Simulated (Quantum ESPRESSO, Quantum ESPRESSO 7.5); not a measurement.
# Co(0001), 5 layers against a metal electrode, stepped through the charge of the slab

What law, if any, do the results for Co(0001), 5 layers against a metal electrode follow against the charge of the slab?

Calculated with Quantum ESPRESSO 7.5; plane-wave DFT, PBE, GBRV ultrasoft pseudopotentials.

## (1) Starting point

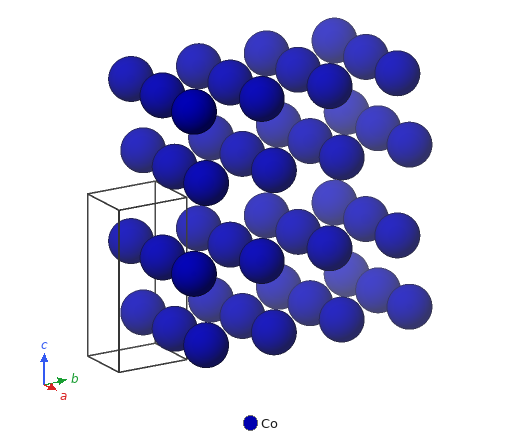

Start, viewed from the side, with the c axis up; cobalt blue. 3×4×2 cells are drawn.

Set-up: The slab is relaxed neutral, then held. ESM with bc3: vacuum below and a metal electrode about 6 Å above the top atoms. Cold smearing of 0.02 Ry. Charges are set per cell from the starting area. The slabs take the lattice constants of the bulk relaxed by the same program.

Members 2, 3, 4.5, 6, 7 and 8 took the same steps and show in the table alone.

## (2) Variable-cell relaxation of the reference

The bulk crystal is relaxed in cell and atoms; the members are built on its lattice constants.

Input file ref.vc.in:

```
&control
  prefix = 'ref.vc'
  outdir = './out'
  pseudo_dir = './pseudo'
  nstep = 40
  forc_conv_thr = 0.0003
  calculation = 'vc-relax'
/
&system
  ibrav = 0
  nat = 2
  ntyp = 1
  ecutwfc = 50
  ecutrho = 250
  occupations = 'smearing'
  smearing = 'mv'
  degauss = 0.02
  nspin = 2
  starting_magnetization(1) = 0.28
/
&electrons
  conv_thr = 1e-09
  mixing_beta = 0.4
  electron_maxstep = 120
/
&ions
/
&cell
  press_conv_thr = 0.3
/
ATOMIC_SPECIES
  Co  58.9332  co_pbe_v1.2.uspp.F.UPF
CELL_PARAMETERS angstrom
  2.51000000000000 0.00000000000000 0.00000000000000
  -1.25500000000000 2.17372376349894 0.00000000000000
  0.00000000000000 0.00000000000000 4.07122000000000
ATOMIC_POSITIONS crystal
  Co  0.333333333333 0.666666666667 0.250000000000
  Co  0.666666666667 0.333333333333 0.750000000000
K_POINTS automatic
  19 19 10 0 0 0
```

Command:

```bash
> OMP_NUM_THREADS=1 mpirun -n 4 pw.x -nk 4 -in ref.vc.in > ref.vc.out
```

What it wrote:

```text
Program PWSCF v.7.5 starts
[citation notice left out]

     Parallel version (MPI & OpenMP), running on       4 processor cores
     Number of MPI processes:                 4
     Threads/MPI process:                     1

     MPI processes distributed on     1 nodes
[...]
Current dimensions of program PWSCF are:
     Max number of different atomic species (ntypx) = 10
     Max number of k-points (npk) =  40000
     Max angular momentum in pseudopotentials (lmaxx) =  4
     Message from routine setup:
     using ibrav=0 with symmetry is DISCOURAGED, use correct ibrav instead

     K-points division:     npool     =       4
     Subspace diagonalization in iterative solution of the eigenvalue problem:
     a serial algorithm will be used

     G-vector sticks info
     --------------------
     sticks:   dense  smooth     PW     G-vecs:    dense   smooth      PW
     Sum         379     313     97                 9909     7199    1303

     Using Slab Decomposition

     bravais-lattice index     =            0
     lattice parameter (alat)  =       4.7432  a.u.
     unit-cell volume          =     149.8992 (a.u.)^3
     number of atoms/cell      =            2
     number of atomic types    =            1
     number of electrons       =        34.00
     number of Kohn-Sham states=           21
     kinetic-energy cutoff     =      50.0000  Ry
     charge density cutoff     =     250.0000  Ry
     scf convergence threshold =      1.0E-09
     mixing beta               =       0.4000
     number of iterations used =            8  plain     mixing
     energy convergence thresh.=      1.0E-04
     force convergence thresh. =      3.0E-04
     press convergence thresh. =      3.0E-01
     Exchange-correlation= SLA  PW   PBE  PBE
                           (   1   4   3   4   0   0   0)
     nstep                     =           40

     celldm(1)=   4.743213  celldm(2)=   0.000000  celldm(3)=   0.000000
     celldm(4)=   0.000000  celldm(5)=   0.000000  celldm(6)=   0.000000

     crystal axes: (cart. coord. in units of alat)
               a(1) = (   1.000000   0.000000   0.000000 )
               a(2) = (  -0.500000   0.866025   0.000000 )
               a(3) = (   0.000000   0.000000   1.622000 )

     reciprocal axes: (cart. coord. in units 2 pi/alat)
               b(1) = (  1.000000  0.577350 -0.000000 )
               b(2) = (  0.000000  1.154701  0.000000 )
               b(3) = (  0.000000 -0.000000  0.616523 )

     PseudoPot. # 1 for Co read from file:
     ./pseudo/co_pbe_v1.2.uspp.F.UPF
     Pseudo is Ultrasoft + core correction, Zval = 17.0
     Generated by new atomic code, or converted to UPF format
     Using radial grid of  863 points,  6 beta functions with:
                l(1) =   0
                l(2) =   0
                l(3) =   1
                l(4) =   1
                l(5) =   2
                l(6) =   2
     Q(r) pseudized with  8 coefficients,  rinner =    1.200   1.200   1.200
                                                       1.200   1.200

     atomic species   valence    mass     pseudopotential
     Co               17.00    58.93320     Co( 1.00)

     Starting magnetic structure
     atomic species   magnetization
     Co              0.280

     24 Sym. Ops., with inversion, found (12 have fractional translation)

   Cartesian axes

     site n.     atom                  positions (alat units)
         1        Co     tau(   1) = (  -0.0000000   0.5773503   0.4055000  )
         2        Co     tau(   2) = (   0.5000000   0.2886751   1.2165000  )

     number of k points=   240  Marzari-Vanderbilt smearing, width (Ry)=  0.0200

     Number of k-points >= 100: set verbosity='high' to print them.

     Dense  grid:     9909 G-vectors     FFT dimensions: (  24,  24,  40)

     Smooth grid:     7199 G-vectors     FFT dimensions: (  24,  24,  36)

     Estimated max dynamical RAM per process >      55.08 MB

     Estimated total dynamical RAM >     205.82 MB

     Check: negative core charge=   -0.000042
     Generating pointlists ...
     new r_m :   0.4107 (alat units)  1.9478 (a.u.) for type    1

     Initial potential from superposition of free atoms

     starting charge      32.0000, renormalised to      34.0000
     Starting wfcs are   26 randomized atomic wfcs

     total cpu time spent up to now is        1.9 secs

     per-process dynamical memory:    51.2 Mb

     Self-consistent Calculation

     iteration #  1     ecut=    50.00 Ry     beta= 0.40
     Davidson diagonalization with overlap
     ethr =  1.00E-02,  avg # of iterations =  2.5

     total cpu time spent up to now is        6.1 secs

     total energy              =    -592.67081878 Ry
     estimated scf accuracy    <      13.89414853 Ry

     total magnetization       =     4.24 Bohr mag/cell
     absolute magnetization    =     4.40 Bohr mag/cell

     iteration #  2     ecut=    50.00 Ry     beta= 0.40
[...]
total energy              =    -596.13297991 Ry
     estimated scf accuracy    <       4.47540665 Ry

     total magnetization       =     3.06 Bohr mag/cell
     absolute magnetization    =     3.42 Bohr mag/cell

     iteration #  3     ecut=    50.00 Ry     beta= 0.40
[...]
total energy              =    -596.95369549 Ry
     estimated scf accuracy    <       0.10181192 Ry

     total magnetization       =     3.97 Bohr mag/cell
     absolute magnetization    =     4.35 Bohr mag/cell

     iteration #  4     ecut=    50.00 Ry     beta= 0.40
[...]
total energy              =    -596.97588351 Ry
     estimated scf accuracy    <       0.02699431 Ry

     total magnetization       =     3.54 Bohr mag/cell
     absolute magnetization    =     3.99 Bohr mag/cell

     iteration #  5     ecut=    50.00 Ry     beta= 0.40
[...]
total energy              =    -596.97744653 Ry
     estimated scf accuracy    <       0.00851529 Ry

     total magnetization       =     3.43 Bohr mag/cell
     absolute magnetization    =     3.88 Bohr mag/cell

     iteration #  6     ecut=    50.00 Ry     beta= 0.40
[...]
total energy              =    -596.97890344 Ry
     estimated scf accuracy    <       0.00051151 Ry

     total magnetization       =     3.36 Bohr mag/cell
     absolute magnetization    =     3.76 Bohr mag/cell

[...]
Cell gradient error     =      4.0E+00 kbar

     number of scf cycles    =   2
     number of bfgs steps    =   1

     enthalpy           old  =    -596.9790740855 Ry
     enthalpy           new  =    -596.9797389305 Ry

     CASE: enthalpy          _new < enthalpy          _old

     new trust radius        =       0.0015207082 bohr
     new conv_thr            =            1.0E-11 Ry

     new unit-cell volume =    146.15975 a.u.^3 (    21.65864 Ang^3 )
     density =      9.03666 g/cm^3

CELL_PARAMETERS (angstrom)
   2.490079811  -0.000000000   0.000000000
  -1.245039905   2.156472374   0.000000000
   0.000000000   0.000000000   4.033425385

ATOMIC_POSITIONS (crystal)
Co               0.3333333333        0.6666666667        0.2500000000
Co               0.6666666667        0.3333333333        0.7500000000

[...]
NEW-OLD atomic charge density approx. for the potential
     New effective cutoffs (rho, wfc):  252.45   50.94

     Check: negative core charge=   -0.000046
     Generating pointlists ...

     total cpu time spent up to now is       76.7 secs

     per-process dynamical memory:    58.5 Mb

     Self-consistent Calculation

     iteration #  1     ecut=    50.00 Ry     beta= 0.40
     Davidson diagonalization with overlap
     ethr =  1.00E-06,  avg # of iterations =  2.0

     Threshold (ethr) on eigenvalues was too large:
     Diagonalizing with lowered threshold

     Davidson diagonalization with overlap
     ethr =  6.50E-10,  avg # of iterations =  4.1

     total cpu time spent up to now is       85.1 secs

     total energy              =    -596.97974240 Ry
     estimated scf accuracy    <       0.00000037 Ry

     total magnetization       =     3.29 Bohr mag/cell
     absolute magnetization    =     3.66 Bohr mag/cell

[...]
iteration #  7     ecut=    50.00 Ry     beta= 0.40
[...]
Magnetic moment per site  (integrated on atomic sphere of radius R)
     atom   1 (R=0.411)  charge= 15.6440  magn=  1.7281
     atom   2 (R=0.411)  charge= 15.6440  magn=  1.7281

[...]
End of self-consistent calculation

     Number of k-points >= 100: set verbosity='high' to print the bands.

     the Fermi energy is    18.5239 ev

!    total energy              =    -596.97974252 Ry
     estimated scf accuracy    <          2.1E-12 Ry
     smearing contrib. (-TS)   =       0.00106580 Ry
     internal energy E=F+TS    =    -596.98080832 Ry

     The total energy is F=E-TS. E is the sum of the following terms:
     one-electron contribution =    -308.73610019 Ry
     hartree contribution      =     176.40535055 Ry
     xc contribution           =     -65.36897746 Ry
     ewald contribution        =    -399.28108123 Ry

     total magnetization       =     3.29 Bohr mag/cell
     absolute magnetization    =     3.66 Bohr mag/cell

     convergence has been achieved in   7 iterations

     Forces acting on atoms (cartesian axes, Ry/au):

     atom    1 type  1   force =     0.00000000    0.00000000   -0.00000000
     atom    2 type  1   force =    -0.00000000   -0.00000000    0.00000000

     Total force =     0.000000     Total SCF correction =     0.000000

     Computing stress (Cartesian axis) and pressure

          total   stress  (Ry/bohr**3)                   (kbar)     P=        0.50
   0.00000753   0.00000000  -0.00000000            1.11        0.00       -0.00
   0.00000000   0.00000753  -0.00000000            0.00        1.11       -0.00
  -0.00000000  -0.00000000  -0.00000494           -0.00       -0.00       -0.73

     Energy error            =      3.6E-06 Ry
     Gradient error          =      8.7E-27 Ry/Bohr
     Cell gradient error     =      1.1E+00 kbar

     number of scf cycles    =   3
     number of bfgs steps    =   2

     enthalpy           old  =    -596.9797389305 Ry
     enthalpy           new  =    -596.9797425203 Ry

     CASE: enthalpy          _new < enthalpy          _old

     new trust radius        =       0.0006472396 bohr
     new conv_thr            =            1.0E-11 Ry

     new unit-cell volume =    146.21225 a.u.^3 (    21.66642 Ang^3 )
     density =      9.03342 g/cm^3

CELL_PARAMETERS (angstrom)
   2.490746363  -0.000000000   0.000000000
  -1.245373182   2.157049625   0.000000000
   0.000000000   0.000000000   4.032714806

ATOMIC_POSITIONS (crystal)
Co               0.3333333333        0.6666666667        0.2500000000
Co               0.6666666667        0.3333333333        0.7500000000

[...]
NEW-OLD atomic charge density approx. for the potential
     New effective cutoffs (rho, wfc):  252.53   50.95

     Check: negative core charge=   -0.000046
     Generating pointlists ...

     total cpu time spent up to now is      106.8 secs

     per-process dynamical memory:    58.5 Mb

[...]
!    total energy              =    -596.97974290 Ry
[...]
Total force =     0.000000     Total SCF correction =     0.000000
[...]
number of bfgs steps    =   3
[...]
new trust radius        =       0.0002643833 bohr
[...]
!    total energy              =    -596.97974293 Ry
[...]
Total force =     0.000000     Total SCF correction =     0.000000
[...]
Self-consistent Calculation

     iteration #  1     ecut=    50.00 Ry     beta= 0.40
     Davidson diagonalization with overlap
     ethr =  1.00E-06,  avg # of iterations = 11.2

     total cpu time spent up to now is      174.8 secs

     total energy              =    -592.09807037 Ry
     estimated scf accuracy    <      14.60319190 Ry

     total magnetization       =     2.02 Bohr mag/cell
     absolute magnetization    =     2.06 Bohr mag/cell

[...]
iteration # 15     ecut=    50.00 Ry     beta= 0.40
[...]
Magnetic moment per site  (integrated on atomic sphere of radius R)
     atom   1 (R=0.411)  charge= 15.6436  magn=  1.7282
     atom   2 (R=0.411)  charge= 15.6436  magn=  1.7282

[...]
End of self-consistent calculation

     Number of k-points >= 100: set verbosity='high' to print the bands.

     the Fermi energy is    18.5182 ev

!    total energy              =    -596.97956458 Ry
     estimated scf accuracy    <          9.7E-12 Ry
     smearing contrib. (-TS)   =       0.00107170 Ry
     internal energy E=F+TS    =    -596.98063629 Ry

     The total energy is F=E-TS. E is the sum of the following terms:
     one-electron contribution =    -308.79159620 Ry
     hartree contribution      =     176.42665942 Ry
     xc contribution           =     -65.36867954 Ry
     ewald contribution        =    -399.24701998 Ry

     total magnetization       =     3.29 Bohr mag/cell
     absolute magnetization    =     3.66 Bohr mag/cell

     convergence has been achieved in  15 iterations

     Forces acting on atoms (cartesian axes, Ry/au):

     atom    1 type  1   force =     0.00000000    0.00000000   -0.00000000
     atom    2 type  1   force =    -0.00000000   -0.00000000    0.00000000

     Total force =     0.000000     Total SCF correction =     0.000000

     Computing stress (Cartesian axis) and pressure

          total   stress  (Ry/bohr**3)                   (kbar)     P=       -0.83
  -0.00000517  -0.00000000   0.00000000           -0.76       -0.00        0.00
   0.00000000  -0.00000517   0.00000000            0.00       -0.76        0.00
   0.00000000   0.00000000  -0.00000656            0.00        0.00       -0.96

[...]
=------------------------------------------------------------------------------=
   JOB DONE.
=------------------------------------------------------------------------------=
```

Run time: 3.8 min. Hardware: 4 MPI ranks of Arm Neoverse V1, shared host; peak memory 0.37 GiB.

The steps of the relaxation:

```csv
step,energy less that of the first step (eV),largest force (eV/Å),volume (Å³)
1,0.0000,0.0000,22.21
2,-0.0090,0.0000,21.63
3,-0.0091,0.0000,21.66
4,-0.0091,0.0000,21.67
5,-0.0091,0.0000,21.66
6,-0.0067,0.0000,21.66
```

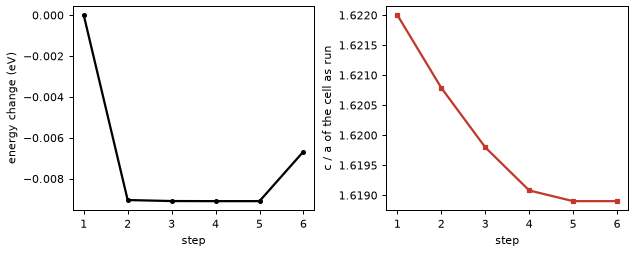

Energy and cell shape along the relaxation.

```csv
"conventional cell, symmetrised",before,after,change
a (Å),2.510,2.491,-0.8 %
b (Å),2.510,2.491,-0.8 %
c (Å),4.071,4.032,-1.0 %
volume (Å³/atom),11.11,10.83,-2.5 %
```

Final coordinates:

```cif
data_structure
_symmetry_space_group_name_H-M 'P 1'
_symmetry_Int_Tables_number 1
_cell_length_a 2.4907
_cell_length_b 2.4907
_cell_length_c 4.0323
_cell_angle_alpha 90.000
_cell_angle_beta 90.000
_cell_angle_gamma 120.000
_cell_volume 21.66
loop_
_atom_site_label
_atom_site_type_symbol
_atom_site_fract_x
_atom_site_fract_y
_atom_site_fract_z
_atom_site_occupancy
Co1 Co 0.33333 0.66667 0.25000 1
Co2 Co 0.66667 0.33333 0.75000 1
```

 The last row is no step: it is a fresh SCF in the final cell with a new plane-wave basis, +2 meV from the row before.

Read from the output:

* free energy: -8122.3208 eV
* Fermi energy: 18.52 eV
* magnetization: 3.29 μB
* absolute magnetization: 3.66 μB
* site moments: 1.728, 1.728 μB

(Continued in part 2 of 4.)

[Logs are printed without paths, hosts, clocks, repeated set-up lines and the standing remarks that a program may print on its own settings, such as how far it seeks lower states.]

[Hosts, paths, dates, database ids (printed as entryN), source tags and the programs' standing remarks are cut or masked in the printed files.]

[Maps of the electrostatic potential energy from Ansatz leave out the sawtooth potential of an applied field or a dipole correction, so their vacuum need not be flat; planar profiles and work functions include it.]
